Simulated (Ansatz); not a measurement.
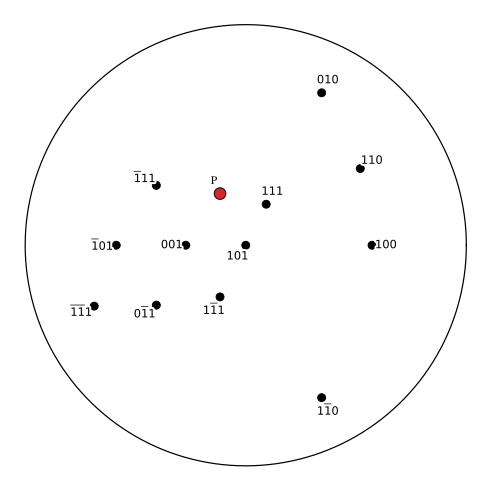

For Se, the end point of a relaxation with DFT PBE, scalar-relativistic, plane waves, PAW in Ansatz: stereographic projection of plane normals (upper hemisphere) centred on (1 0 1). Geometry calculated from the standardised cell; symmetry tolerance 0.002 Å.

a = 11.048 Å, b = 11.048 Å, c = 5.618 Å, α = 90.00°, β = 90.00°, γ = 120.00°.

Q: Index the pole marked P.

A: P is (0 1 1), in four indices (0 1 −1 1), 29.3° from the centre.

Q: What is the angle between the normals of (1 1 0) and (−1 0 1), and what are their d_hkl = 1/|g|?

A: 116.0°; d = 5.524 Å and 4.845 Å.
